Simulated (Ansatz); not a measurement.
Al6P6H (cell charge +1, with a compensating background) (cell with a defect)

The calculation's input:

```
crystal:
  lattice:
    - [-5.5065207324, -2.7532603662, 2.7532603662]
    - [-2.7532603662, 2.7532603662, 5.5065207324]
    - [-5.5065207324, 2.7532603662, -2.7532603662]
  atoms:
    - { symbol: Al, position: [0.1666666667, 0.6666666667, 0.5] }
    - { symbol: Al, position: [0.6666666667, 0.6666666667, 0.0] }
    - { symbol: Al, position: [0.5, 0.0, 0.5] }
    - { symbol: Al, position: [0.0, 0.0, 0.0] }
    - { symbol: Al, position: [0.3333333333, 0.3333333333, 0.0] }
    - { symbol: Al, position: [0.8333333333, 0.3333333333, 0.5] }
    - { symbol: P, position: [0.125, 1.0, 0.625] }
    - { symbol: P, position: [0.625, 1.0, 0.125] }
    - { symbol: P, position: [0.4583333333, 0.3333333333, 0.625] }
    - { symbol: P, position: [0.9583333333, 0.3333333333, 0.125] }
    - { symbol: P, position: [0.2916666667, 0.6666666667, 0.125] }
    - { symbol: P, position: [0.7916666667, 0.6666666667, 0.625] }
    - { symbol: H, position: [0.7384499881, 0.0925650929, -0.270823021] }
total_charge: 1
basis:
  ecutwfc: 420
kpoints:
  mp_grid: { grid: [4, 4, 4] }
hamiltonian:
  xc: pbe
  pseudopotentials: { kind: paw, azcp: { folder: soft_1 } }
scf:
  occupations: { method: gaussian, width: 0.05 }
output:
  forces: true
  stress: true
  eigenvalues: true
  write_density: true
  write_potential: true
  elf: true
  volumetric_format: npy
```

Command:

```sh
ansatz run input.yaml --threads 4 --pin off --max-ram 8192MiB --backend cpu --events-out ev --progress --plain --runs-dir out
```

Not relaxed (largest force 1.4 eV/Å); PAW files of the earlier set (soft_1).

Computed with DFT PBE, scalar-relativistic, plane waves, PAW in Ansatz.

Core electrons are frozen (PAW), and the valence fields are smoothed inside the atomic spheres.

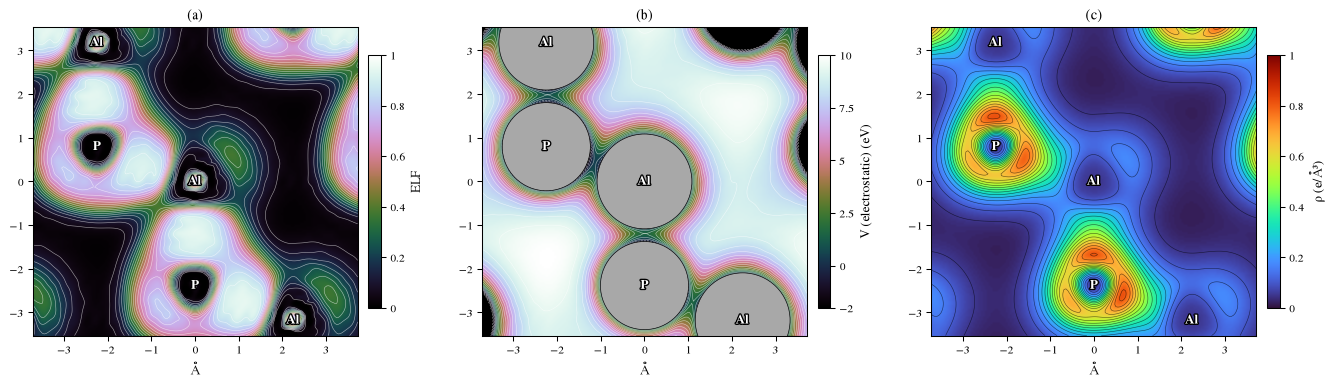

Figure 1. (a) ELF; (b) electrostatic potential (local pseudopotential plus Hartree) felt by an electron; (c) valence electron density on the (010) plane of the calculation cell. Grey discs cover the atomic cores in the potential map.

**What do the fields say about this system?**

- Atoms in the plane: Al and P.
- Al–P (2.38 Å): the density is about 0.49 e/Å³ at the midpoint; the ELF peaks at about 0.95 between the atoms: a shared electron pair.
- Between the atoms the lowest density in this plane is 0.02 e/Å³.
- Outside the cores the potential energy rises away from the atoms and is highest about 2.3 Å from the nearest atoms; its zero is arbitrary.

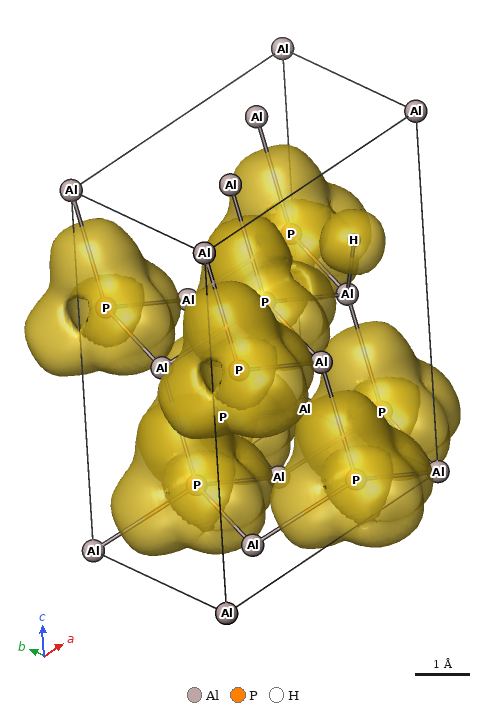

Figure 2. Isosurface of the electron localisation function at 0.7 (yellow), seen slightly off an axis. Only the valence region is drawn (cores and ρ < 0.01 e/Å³ removed). Sticks mark near contacts.

**What do the ELF domains correspond to?**

The surface consists of one region around a hydrogen nucleus and six regions on P in which the atom's valence shell and bonds are merged, counted in one cell of 13 atoms. Regions shared between cells count once. Profiles from the grid: Al–H (2.23 Å): the ELF climbs to about 1 towards the hydrogen.
